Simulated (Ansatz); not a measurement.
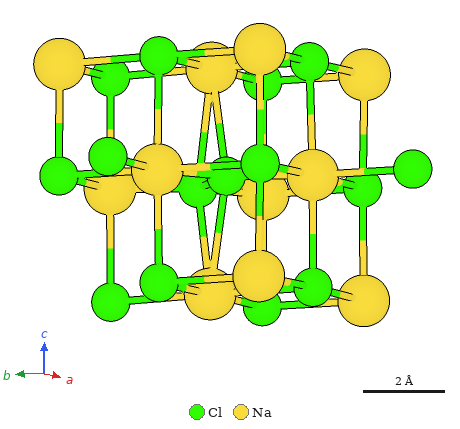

A defect cell of composition Cl₃₃Na₃₂ (cell charge −1), before the relaxation. Style: ball-and-stick. Shown: the atoms within 5.0 Å of the atom that moves most (axes of the cell of the calculation (origin shifted)), from a free direction.

These are results of Ansatz, DFT, PBEsol, PAW, plane waves, not measurements.

Settings: plane-wave cutoff 420 eV; k-point mesh 1 × 1 × 1; mesh shifted by (0.25, 0.25, 0.25); no spin polarisation; atoms relaxed in a fixed cell; force threshold 0.03 eV/Å; at most 80 steps.

```xyz
65
Lattice="11.2000 0.0000 0.0000 0.0000 11.2000 0.0000 0.0000 0.0000 11.2000" Properties=species:S:1:pos:R:3 pbc="T T T"
Cl    2.8388    0.0031    0.0178
Cl    2.8046   11.1920    5.5998
Cl    2.8057    5.6112    0.0158
Cl    2.0391    4.7852    5.6155
Cl    8.4230    0.0099    0.0109
Cl    8.3800   11.1943    5.6220
Cl    8.3715    5.6165    0.0102
Cl    8.4067    5.5804    5.6046
Cl   11.1883    2.8213    0.0140
Cl   11.1748    2.7743    5.5817
Cl   11.1954    8.3735    0.0187
Cl   11.1917    8.3785    5.6017
Cl    5.5825    2.7732    0.0367
Cl    5.5744    2.8133    5.6075
Cl    5.5787    8.4066   11.1952
Cl    5.5988    8.3893    5.5845
Cl    0.0075   11.1900    2.7508
Cl    0.0198   11.1635    8.4188
Cl    0.0144    5.6047    2.7817
Cl    0.0153    5.6114    8.4328
Cl    5.5961   11.1949    2.8026
Cl    5.5636    0.0127    8.4179
Cl    5.5670    5.5981    2.8125
Cl    5.6050    5.6074    8.4225
Cl    2.8084    2.7701    2.8183
Cl    2.7386    2.8306    8.4305
Cl    2.8158    8.3925    2.7748
Cl    2.8186    8.3983    8.3796
Cl    8.4350    2.8076    2.8304
Cl    8.3951    2.8080    8.4000
Cl    8.4252    8.3834    2.8030
Cl    8.4180    8.3686    8.4046
Cl    3.5942    6.3708    5.5794
Na   11.1885    0.0137   11.1963
Na    0.0029    0.0027    5.5892
Na   11.1960    5.6017    0.0002
Na   11.1816    5.6375    5.5968
Na    5.5922    0.0020    0.0385
Na    5.5784   11.1670    5.5665
Na    5.5873    5.5833   11.1985
Na    5.5683    5.5774    5.6049
Na    2.7805    2.7416   11.1902
Na    2.8181    2.7798    5.6118
Na    2.8046    8.3698    0.0283
Na    2.7785    8.3961    5.5891
Na    8.3595    2.7961    0.0006
Na    8.3900    2.8217    5.5870
Na    8.4010    8.4202   11.1955
Na    8.3987    8.3850    5.5883
Na    2.7889    0.0087    2.8082
Na    2.7843    0.0239    8.3716
Na    2.8091    5.6291    2.8180
Na    2.8080    5.5833    8.4433
Na    8.4112   11.1946    2.7971
Na    8.3781    0.0069    8.4181
Na    8.3884    5.6121    2.8178
Na    8.4000    5.5973    8.3970
Na    0.0193    2.8368    2.7885
Na   11.1473    2.7702    8.4218
Na    0.0010    8.4200    2.7647
Na    0.0359    8.3828    8.3880
Na    5.6065    2.8017    2.7997
Na    5.5835    2.7659    8.4221
Na    5.5982    8.4295    2.7773
Na    5.6032    8.4053    8.4501
```

Question: Predict the outcome.

Answer: The largest move is that of Cl4, 1.62 Å along [−1 −1 2]. Largest moves by element: Cl 1.62 Å, Na 0.17 Å. The cell stays as it was. Among the contacts that change: Cl4–Na52 3.022 → 4.768 Å, Cl4–Na59 4.039 → 2.505 Å, Cl4–Cl33 2.221 → 3.047 Å, Cl4–Na53 3.037 → 2.504 Å. New bonds form, among them: Cl4–Na59 (4.04 → 2.51 Å). Bonds break, among them: Cl4–Na52 (3.02 → 4.77 Å). Among the angles between lasting bonds that change: Cl4–Na37–Cl19 89.6° → 124.4°, Cl2–Na43–Cl4 158.5° → 123.9°, Cl4–Na37–Cl8 156.3° → 123.9°. Over 13 geometry steps the energy falls by 4.364 eV per cell of the calculation. The largest force component goes from 3.7 to 0.0065 eV/Å. Cost: 16 s on 1 × NVIDIA GB300 Max-Q with 8 threads of Arm Neoverse-V2, peak memory 1.9 GiB.

After the run, drawn alike:

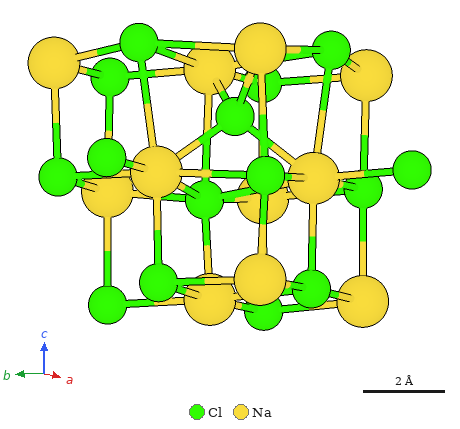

Limits of the set-up: the cell is charged, on a uniform background, and energies carry no finite-size correction.
